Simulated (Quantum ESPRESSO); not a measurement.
# Collinear magnetic orders of FeO (Wuestite) with Quantum ESPRESSO

Does FeO (Wuestite) prefer parallel or opposed moments, or none?

Method: LDA; plane waves with GBRV 1.5 LDA potentials, no spin-orbit coupling, in Quantum ESPRESSO 7.5.

## Step 1: The starting structure

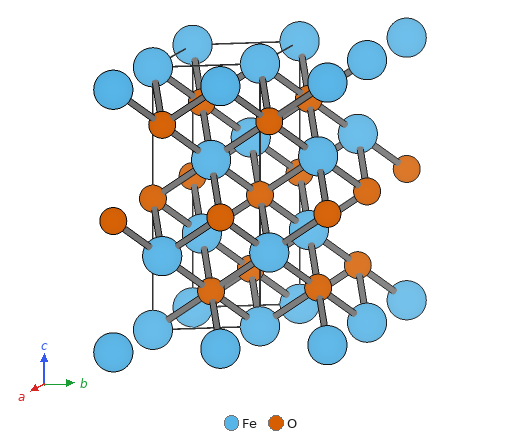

The starting structure, seen slightly off an axis (iron blue, oxygen orange). 2×2×1 cells are drawn. This picture shows the conventional cell, with its axes. Bonds to atoms that aren't drawn are left out. Some periodic images of atoms are drawn too.

Coordinates:

```cif
data_structure
_symmetry_space_group_name_H-M 'P 1'
_symmetry_Int_Tables_number 1
_cell_length_a 3.0699
_cell_length_b 3.0699
_cell_length_c 3.0699
_cell_angle_alpha 59.307
_cell_angle_beta 59.307
_cell_angle_gamma 59.307
_cell_volume 20.13
loop_
_atom_site_label
_atom_site_type_symbol
_atom_site_fract_x
_atom_site_fract_y
_atom_site_fract_z
_atom_site_occupancy
Fe1 Fe 0.00000 0.00000 0.00000 1
O2 O 0.50000 0.50000 0.50000 1
```

The cell comes from the Crystallography Open Database.

## Step 2: Start 1: ferro +

The signs are those of the starting moments on the seeded atoms, the atoms that are given a moment.

The input, pw.in:

```
&CONTROL
  calculation = 'scf'
  prefix = 'pwscf'
  outdir = './tmp'
  pseudo_dir = './pseudo'
  disk_io = 'nowf'
/
&SYSTEM
  ibrav = 0
  celldm(1) = 8
  nat = 2
  ntyp = 2
  ecutwfc = 40
  ecutrho = 280
  nbnd = 17
  occupations = 'smearing'
  smearing = 'fd'
  degauss = 0.00367493
  nspin = 2
  starting_magnetization(1) = 0.25
  starting_magnetization(2) = 0
/
&ELECTRONS
  conv_thr = 4d-09
  electron_maxstep = 150
  mixing_beta = 0.3
/
ATOMIC_SPECIES
Fe     55.8450 fe_lda_v1.5.uspp.F.UPF
O      15.9990 o_lda_v1.2.uspp.F.UPF
CELL_PARAMETERS alat
   0.3587694422130    0.2071356340402    0.5951638772153
  -0.3587694422130    0.2071356340402    0.5951638772153
   0.0000000000000   -0.4142712680567    0.5951638772153
ATOMIC_POSITIONS crystal
Fe      0.0000000000    0.0000000000    0.0000000000
O       0.5000000000    0.5000000000    0.5000000000
K_POINTS automatic
8 8 8 0 0 0
```

Launch:

```sh
$ OMP_NUM_THREADS=1 mpirun -n 2 pw.x -nk 2 -in pw.in > pw.out
```

Log:

```text
Program PWSCF v.7.5 starts

     Message from routine setup:
     using ibrav=0 with symmetry is DISCOURAGED, use correct ibrav instead

     K-points division:     npool     =       2
     Subspace diagonalization in iterative solution of the eigenvalue problem:

     G-vector sticks info
     --------------------
     sticks:   dense  smooth     PW     G-vecs:    dense   smooth      PW
     Sum         649     367    121                10801     4645     941

     Using Slab Decomposition

     bravais-lattice index     =            0
     lattice parameter (alat)  =       8.0000  a.u.
     unit-cell volume          =     135.8714 (a.u.)^3
     number of atoms/cell      =            2
     number of atomic types    =            2
     number of electrons       =        22.00
     number of Kohn-Sham states=           17
     kinetic-energy cutoff     =      40.0000  Ry
     charge density cutoff     =     280.0000  Ry
     scf convergence threshold =      4.0E-09
     mixing beta               =       0.3000
     number of iterations used =            8  plain     mixing
     Exchange-correlation= SLA  PZ   NOGX NOGC
                           (   1   1   0   0   0   0   0)

     celldm(1)=   8.000000  celldm(2)=   0.000000  celldm(3)=   0.000000
     celldm(4)=   0.000000  celldm(5)=   0.000000  celldm(6)=   0.000000

     crystal axes: (cart. coord. in units of alat)
               a(1) = (   0.358769   0.207136   0.595164 )
               a(2) = (  -0.358769   0.207136   0.595164 )
               a(3) = (   0.000000  -0.414271   0.595164 )

     reciprocal axes: (cart. coord. in units 2 pi/alat)
               b(1) = (  1.393653  0.804626  0.560070 )
               b(2) = ( -1.393653  0.804626  0.560070 )
               b(3) = (  0.000000 -1.609252  0.560070 )

     PseudoPot. # 1 for Fe read from file:
     fe_lda_v1.5.uspp.F.UPF
     Pseudo is Ultrasoft + core correction, Zval = 16.0
     Generated by new atomic code, or converted to UPF format
     Using radial grid of  861 points,  6 beta functions with:
                l(1) =   0
                l(2) =   0
                l(3) =   1
                l(4) =   1
                l(5) =   2
                l(6) =   2
     Q(r) pseudized with  8 coefficients,  rinner =    1.000   1.000   1.000
                                                       1.000   1.000

     PseudoPot. # 2 for O  read from file:
     o_lda_v1.2.uspp.F.UPF
     Pseudo is Ultrasoft + core correction, Zval =  6.0
     Generated by new atomic code, or converted to UPF format
     Using radial grid of  737 points,  5 beta functions with:
                l(1) =   0
                l(2) =   0
                l(3) =   1
                l(4) =   1
                l(5) =   2
     Q(r) pseudized with  8 coefficients,  rinner =    0.900   0.900   0.900
                                                       0.900   0.900

     atomic species   valence    mass     pseudopotential
     Fe               16.00    55.84500     Fe( 1.00)
     O                 6.00    15.99900     O ( 1.00)

     Starting magnetic structure
     atomic species   magnetization
     Fe              0.250
     O               0.000

     12 Sym. Ops., with inversion, found

   Cartesian axes

     site n.     atom                  positions (alat units)
         1        Fe     tau(   1) = (   0.0000000   0.0000000   0.0000000  )
         2        O      tau(   2) = (   0.0000000   0.0000000   0.8927458  )

     number of k points=    65  Fermi-Dirac smearing, width (Ry)=  0.0037
                       cart. coord. in units 2pi/alat
        k(    1) = (   0.0000000   0.0000000   0.0000000), wk =   0.0019531
        k(    2) = (   0.0000000  -0.2011564   0.0700087), wk =   0.0117188
        k(    3) = (   0.0000000  -0.4023129   0.1400175), wk =   0.0117188
        k(    4) = (   0.0000000  -0.6034693   0.2100262), wk =   0.0117188
        k(    5) = (   0.0000000   0.8046258  -0.2800349), wk =   0.0058594
        [... 60 further k-points ...]

     Dense  grid:    10801 G-vectors     FFT dimensions: (  32,  32,  32)

     Smooth grid:     4645 G-vectors     FFT dimensions: (  24,  24,  24)

     Check: negative core charge=   -0.000047
     Generating pointlists ...
     new r_m :   0.2104 (alat units)  1.6832 (a.u.) for type    1
     new r_m :   0.2104 (alat units)  1.6832 (a.u.) for type    2

     Initial potential from superposition of free atoms

     starting charge      21.0000, renormalised to      22.0000
     Starting wfcs are   17 randomized atomic wfcs

     Self-consistent Calculation

     iteration #  1     ecut=    40.00 Ry     beta= 0.30
     Davidson diagonalization with overlap
     ethr =  1.00E-02,  avg # of iterations =  2.8

     total energy              =    -282.41998275 Ry
     estimated scf accuracy    <       0.60664170 Ry

     total magnetization       =     4.08 Bohr mag/cell
     absolute magnetization    =     4.08 Bohr mag/cell

     iteration #  2     ecut=    40.00 Ry     beta= 0.30
     Davidson diagonalization with overlap
     ethr =  2.76E-03,  avg # of iterations =  2.0

     total energy              =    -282.54374268 Ry
     estimated scf accuracy    <       0.09630422 Ry

     total magnetization       =     3.80 Bohr mag/cell
     absolute magnetization    =     3.80 Bohr mag/cell

     iteration #  3     ecut=    40.00 Ry     beta= 0.30
     Davidson diagonalization with overlap
     ethr =  4.38E-04,  avg # of iterations =  1.3

     total energy              =    -282.56039110 Ry
     estimated scf accuracy    <       0.01061689 Ry

     total magnetization       =     4.00 Bohr mag/cell
     absolute magnetization    =     4.00 Bohr mag/cell

     [... further iterations left out ...]

     iteration #  7     ecut=    40.00 Ry     beta= 0.30
     Davidson diagonalization with overlap
     ethr =  1.23E-07,  avg # of iterations =  2.0

     total energy              =    -282.56277193 Ry
     estimated scf accuracy    <       0.00000148 Ry

     total magnetization       =     4.00 Bohr mag/cell
     absolute magnetization    =     4.01 Bohr mag/cell

     iteration #  8     ecut=    40.00 Ry     beta= 0.30
     Davidson diagonalization with overlap
     ethr =  6.74E-09,  avg # of iterations =  2.0

     total energy              =    -282.56277303 Ry
     estimated scf accuracy    <       0.00000039 Ry

     total magnetization       =     4.00 Bohr mag/cell
     absolute magnetization    =     4.01 Bohr mag/cell

     iteration #  9     ecut=    40.00 Ry     beta= 0.30
     Davidson diagonalization with overlap
     ethr =  1.76E-09,  avg # of iterations =  2.0

     total energy              =    -282.56277317 Ry
     estimated scf accuracy    <       0.00000003 Ry

     total magnetization       =     4.00 Bohr mag/cell
     absolute magnetization    =     4.01 Bohr mag/cell

     iteration # 10     ecut=    40.00 Ry     beta= 0.30
     Davidson diagonalization with overlap
     ethr =  1.46E-10,  avg # of iterations =  2.0

     Magnetic moment per site  (integrated on atomic sphere of radius R)
     atom   1 (R=0.210)  charge= 13.5497  magn=  3.4341
     atom   2 (R=0.210)  charge=  5.8018  magn=  0.3382

     End of self-consistent calculation

     Number of k-points >= 100: set verbosity='high' to print the bands.

     the Fermi energy is    13.9329 ev

!    total energy              =    -282.56277318 Ry
     estimated scf accuracy    <          1.2E-09 Ry
     smearing contrib. (-TS)   =      -0.00099415 Ry
     internal energy E=F+TS    =    -282.56177904 Ry

     The total energy is F=E-TS. E is the sum of the following terms:
     one-electron contribution =    -137.37462929 Ry
     hartree contribution      =      80.57635461 Ry
     xc contribution           =     -36.07309992 Ry
     ewald contribution        =    -189.69040445 Ry

     total magnetization       =     4.00 Bohr mag/cell
     absolute magnetization    =     4.01 Bohr mag/cell

     convergence has been achieved in  10 iterations

=------------------------------------------------------------------------------=
   JOB DONE.
=------------------------------------------------------------------------------=
```

Run time: 11 s. Hardware: 2 MPI ranks of Arm Neoverse V1, shared host; peak memory 0.15 GiB.

Spin moment in the atom's sphere by atom:

```csv
atom,spin moment in the atom's sphere (μB)
Fe1,3.43
O2,0.34
```

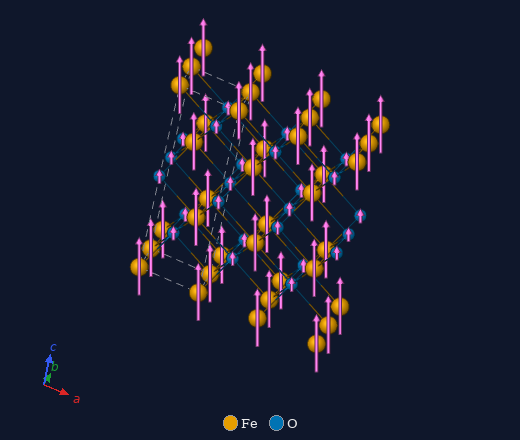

Spin moment in the atom's sphere as arrows, the longest 3.43 μB. Up and down stand for the sign. Arrows give size and sign along the axis of quantisation, drawn up and down the page. Each arrow also spans its atom, so small moments look longer than they are. Bonds to atoms that aren't drawn are left out. 3×2×1 conventional cells are drawn. Some periodic images of atoms are drawn too.

Read from the output:

```
smearing term TS       : 0.01353 eV
magnetization          : 4.002 μB
absolute magnetization : 4.008 μB
final state            : ferromagnetic
```

## Step 3: Start 2: antiferro q=(0,1/2,1/2) +−

This order needs a doubled cell of 4 atoms. The wavevector q is in fractions of the reciprocal vectors of the crystal's primitive cell, as the cells of these inputs are built from it; moments change sign between cells as cos(2π q·R).

The input, pw.in:

```
&CONTROL
  calculation = 'scf'
  prefix = 'pwscf'
  outdir = './tmp'
  pseudo_dir = './pseudo'
  disk_io = 'nowf'
/
&SYSTEM
  ibrav = 0
  celldm(1) = 8
  nat = 4
  ntyp = 3
  ecutwfc = 40
  ecutrho = 280
  nbnd = 28
  occupations = 'smearing'
  smearing = 'fd'
  degauss = 0.00367493
  nspin = 2
  starting_magnetization(1) = 0.25
  starting_magnetization(2) = -0.25
  starting_magnetization(3) = 0
/
&ELECTRONS
  conv_thr = 8d-09
  electron_maxstep = 150
  mixing_beta = 0.3
/
ATOMIC_SPECIES
Fe1    55.8450 fe_lda_v1.5.uspp.F.UPF
Fe2    55.8450 fe_lda_v1.5.uspp.F.UPF
O      15.9990 o_lda_v1.2.uspp.F.UPF
CELL_PARAMETERS alat
   0.3587694422130    0.2071356340402    0.5951638772153
  -0.7175388844260    0.4142712680803    1.1903277544306
  -0.3587694422130   -0.2071356340165    1.1903277544306
ATOMIC_POSITIONS crystal
Fe1     0.0000000000    0.0000000000    0.0000000000
Fe2     0.0000000000    0.5000000000    0.0000000000
O       0.5000000000    0.0000000000    0.5000000000
O       0.5000000000    0.5000000000    0.5000000000
K_POINTS automatic
8 4 8 0 0 0
```

Log:

```text
[banner, memory and clock lines left out]
Program PWSCF v.7.5 starts

     Message from routine setup:
     using ibrav=0 with symmetry is DISCOURAGED, use correct ibrav instead

     bravais-lattice index     =            0
     lattice parameter (alat)  =       8.0000  a.u.
     unit-cell volume          =     271.7428 (a.u.)^3
     number of atoms/cell      =            4
     number of atomic types    =            3
     number of electrons       =        44.00
     number of Kohn-Sham states=           28
     kinetic-energy cutoff     =      40.0000  Ry
     charge density cutoff     =     280.0000  Ry
     scf convergence threshold =      8.0E-09
     mixing beta               =       0.3000
     number of iterations used =            8  plain     mixing
     Exchange-correlation= SLA  PZ   NOGX NOGC
                           (   1   1   0   0   0   0   0)

     celldm(1)=   8.000000  celldm(2)=   0.000000  celldm(3)=   0.000000
     celldm(4)=   0.000000  celldm(5)=   0.000000  celldm(6)=   0.000000

     crystal axes: (cart. coord. in units of alat)
               a(1) = (   0.358769   0.207136   0.595164 )
               a(2) = (  -0.717539   0.414271   1.190328 )
               a(3) = (  -0.358769  -0.207136   1.190328 )

     reciprocal axes: (cart. coord. in units 2 pi/alat)
               b(1) = (  1.393653  0.804626  0.560070 )
               b(2) = ( -0.696826  1.206939 -0.000000 )
               b(3) = (  0.000000 -1.609252  0.560070 )

     PseudoPot. # 1 for Fe read from file:
     fe_lda_v1.5.uspp.F.UPF
     Pseudo is Ultrasoft + core correction, Zval = 16.0

     PseudoPot. # 2 for Fe read from file:
     fe_lda_v1.5.uspp.F.UPF
     Pseudo is Ultrasoft + core correction, Zval = 16.0

     PseudoPot. # 3 for O  read from file:
     o_lda_v1.2.uspp.F.UPF
     Pseudo is Ultrasoft + core correction, Zval =  6.0

     atomic species   valence    mass     pseudopotential
     Fe1              16.00    55.84500     Fe( 1.00)
     Fe2              16.00    55.84500     Fe( 1.00)
     O                 6.00    15.99900     O ( 1.00)

     Starting magnetic structure
     atomic species   magnetization
     Fe1             0.250
     Fe2            -0.250
     O               0.000

      4 Sym. Ops., with inversion, found

   Cartesian axes

     site n.     atom                  positions (alat units)
         1        Fe1    tau(   1) = (   0.0000000   0.0000000   0.0000000  )
         2        Fe2    tau(   2) = (  -0.3587694   0.2071356   0.5951639  )
         3        O      tau(   3) = (   0.0000000   0.0000000   0.8927458  )
         4        O      tau(   4) = (  -0.3587694   0.2071356   1.4879097  )

     number of k points=    86  Fermi-Dirac smearing, width (Ry)=  0.0037
                       cart. coord. in units 2pi/alat
        k(    1) = (   0.0000000   0.0000000   0.0000000), wk =   0.0039062
        k(    2) = (   0.0000000  -0.2011564   0.0700087), wk =   0.0156250
        k(    3) = (   0.0000000  -0.4023129   0.1400175), wk =   0.0156250
        k(    4) = (   0.0000000  -0.6034693   0.2100262), wk =   0.0156250
        k(    5) = (  -0.0000000   0.8046258  -0.2800349), wk =   0.0039062
        [... 81 further k-points ...]

     Dense  grid:    21529 G-vectors     FFT dimensions: (  32,  64,  54)

     Smooth grid:     9297 G-vectors     FFT dimensions: (  24,  48,  45)

     Check: negative core charge=   -0.000047
     Generating pointlists ...
     new r_m :   0.2104 (alat units)  1.6832 (a.u.) for type    1
     new r_m :   0.2104 (alat units)  1.6832 (a.u.) for type    2
     new r_m :   0.2104 (alat units)  1.6832 (a.u.) for type    3

     Initial potential from superposition of free atoms

     starting charge      42.0000, renormalised to      44.0000
     Starting wfcs are   34 randomized atomic wfcs

     Self-consistent Calculation

     iteration #  1     ecut=    40.00 Ry     beta= 0.30
     Davidson diagonalization with overlap
     ethr =  1.00E-02,  avg # of iterations =  2.2

     total energy              =    -564.84880493 Ry
     estimated scf accuracy    <       1.08582013 Ry

     total magnetization       =     0.00 Bohr mag/cell
     absolute magnetization    =     7.66 Bohr mag/cell

     iteration #  2     ecut=    40.00 Ry     beta= 0.30
     Davidson diagonalization with overlap
     ethr =  2.47E-03,  avg # of iterations =  2.2

     total energy              =    -565.05914701 Ry
     estimated scf accuracy    <       0.17912707 Ry

     total magnetization       =     0.00 Bohr mag/cell
     absolute magnetization    =     7.00 Bohr mag/cell

     [... further iterations left out ...]

     iteration # 12     ecut=    40.00 Ry     beta= 0.30
     Davidson diagonalization with overlap
     ethr =  2.02E-09,  avg # of iterations =  2.0

     total energy              =    -565.09005234 Ry
     estimated scf accuracy    <       0.00000002 Ry

     total magnetization       =    -0.00 Bohr mag/cell
     absolute magnetization    =     7.40 Bohr mag/cell

     iteration # 13     ecut=    40.00 Ry     beta= 0.30
     Davidson diagonalization with overlap
     ethr =  3.71E-11,  avg # of iterations =  2.1

     Magnetic moment per site  (integrated on atomic sphere of radius R)
     atom   1 (R=0.210)  charge= 13.5639  magn=  3.3349
     atom   2 (R=0.210)  charge= 13.5638  magn= -3.3349
     atom   3 (R=0.210)  charge=  5.7963  magn= -0.1155
     atom   4 (R=0.210)  charge=  5.7963  magn=  0.1155

     End of self-consistent calculation

     Number of k-points >= 100: set verbosity='high' to print the bands.

     the Fermi energy is    14.0699 ev

!    total energy              =    -565.09005235 Ry
     estimated scf accuracy    <          3.1E-09 Ry
     smearing contrib. (-TS)   =      -0.00407129 Ry
     internal energy E=F+TS    =    -565.08598105 Ry

     The total energy is F=E-TS. E is the sum of the following terms:
     one-electron contribution =    -274.95563679 Ry
     hartree contribution      =     161.38169589 Ry
     xc contribution           =     -72.13123126 Ry
     ewald contribution        =    -379.38080889 Ry

     total magnetization       =    -0.00 Bohr mag/cell
     absolute magnetization    =     7.40 Bohr mag/cell

     convergence has been achieved in  13 iterations
```

Run time: 1.8 min. Hardware: 2 MPI ranks; peak memory 0.28 GiB.

Spin moment in the atom's sphere by atom:

```csv
atom,spin moment in the atom's sphere (μB)
Fe1,3.33
Fe2,-3.33
O3,-0.12
O4,0.12
```

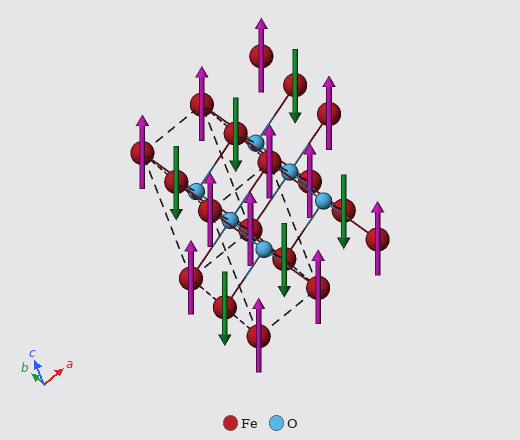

Spin moment in the atom's sphere as arrows, the longest 3.33 μB. Up and down stand for the sign. Arrows give size and sign along the axis of quantisation, drawn up and down the page. The two directions have two colours. Bonds to atoms that aren't drawn are left out. 2×1×1 cells are drawn. Some periodic images of atoms are drawn too.

This step gave:

| Quantity | Value |
| --- | --- |
| smearing term TS | 0.05539 eV |
| magnetization | 0 μB |
| absolute magnetization | 7.397 μB |
| final state | antiferromagnetic |

[end of part 1 of 2]

[Logs and program files are shortened in this print: banners, set-up blocks, solver, clock and traceback lines can be left out without a mark of their own.]

[Logs are printed without paths, hosts, clocks, repeated set-up lines and the standing remarks that a program may print on its own settings, such as how far it seeks lower states.]

[Hosts, paths, dates, database ids (printed as entryN), source tags and the programs' standing remarks are cut or masked in the printed files.]

[Where a cell is said to come from a database of computed structures, the database is the Materials Project.]
